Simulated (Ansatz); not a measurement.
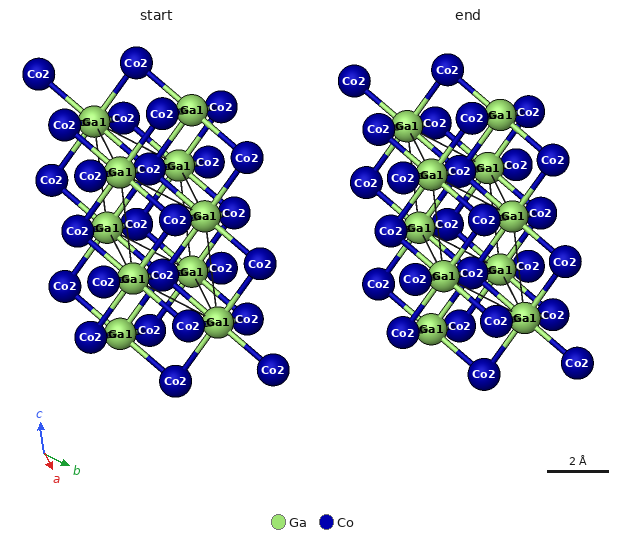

The structure of solid GaCo (a generated structure, set up in I4/mmm) (coarse preliminary run) before (left) and after (right) a relaxation, at one scale.

Style: ball-and-stick. Shown: the cell of the calculation, from a free direction.

Method: DFT PBE, scalar-relativistic, plane waves, PAW (Ansatz). (plane-wave cutoff 420 eV; k-point mesh 6 × 6 × 6; occupations gaussian; smearing width 0.1 eV; collinear spin; cell and atoms relaxed; force threshold 0.04 eV/Å; at most 70 steps)

### What changed between the two?

The atoms keep their places relative to the cell (all moves are under 0.005 Å). The volume changes by −12.2 %, with a = b = c 3.551 → 3.396 Å (−4.4 %), α 120.2° → 120.0°, β 120.2° → 120.0°, γ 89.6° → 90.0°. Among the contacts that change: Ga1–Co2 2.520 → 2.401 Å. The space group (tolerance 0.01 Å) goes from I4/mmm (No. 139) to Fm-3m (No. 225). Over 3 accepted moves (4 points after the start) the energy falls by 79.0 meV per atom. All forces vanish by symmetry, so only the cell relaxes. The pressure goes from −11.60 to 0.01 GPa. At 1 point the geometry stayed and the basis and grid were re-selected for the new cell (energy shift of 1.1 meV per atom at most each time). The program noted that the starting moments weren't kept. The run took 16 s on 1 thread of Arm Neoverse V2 (shared host), peak memory 0.32 GiB.
